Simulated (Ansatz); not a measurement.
Given this structure:

```cif
data_structure
_symmetry_space_group_name_H-M 'C 2/m'
_symmetry_Int_Tables_number 12
_cell_length_a 4.7277
_cell_length_b 2.7295
_cell_length_c 2.8696
_cell_angle_alpha 90.000
_cell_angle_beta 123.751
_cell_angle_gamma 90.000
_cell_volume 30.79
loop_
_atom_site_label
_atom_site_type_symbol
_atom_site_symmetry_multiplicity
_atom_site_Wyckoff_symbol
_atom_site_fract_x
_atom_site_fract_y
_atom_site_fract_z
_atom_site_occupancy
Al1 Al 2 a 0.50000 0.50000 0.00000 1
```

> Interpret the file: composition, symmetry and coordination.

The element is aluminium. Strictly the space group is C2/m (No. 12, within 0.01 Å). It is a distorted form of a face-centred cubic structure, space group Fm-3m (No. 225) within 0.25 Å: face-centred cubic (Cu type). The cell holds four atoms. The neighbours of Al are twelve Al in a cuboctahedral arrangement at 2.73 to 2.87 Å. The bonds build a three-dimensional framework.

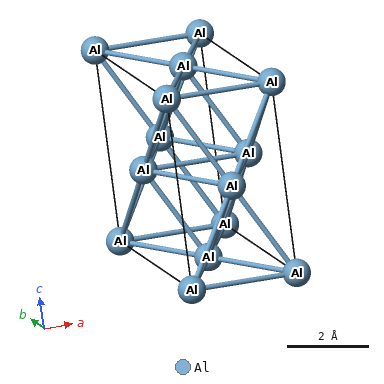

Structure drawing (ball-and-stick), viewed slightly off an axis. Thin lines show the unit cell, with boundary atoms drawn in all their periodic places. Colours: aluminium light blue.

Starting structure: a structure listed in the Materials Project. It was relaxed with DFT LDA, scalar-relativistic, plane waves, PAW (Ansatz 0.2.0) under a constraint or pressure on the cell, so some stress remains.
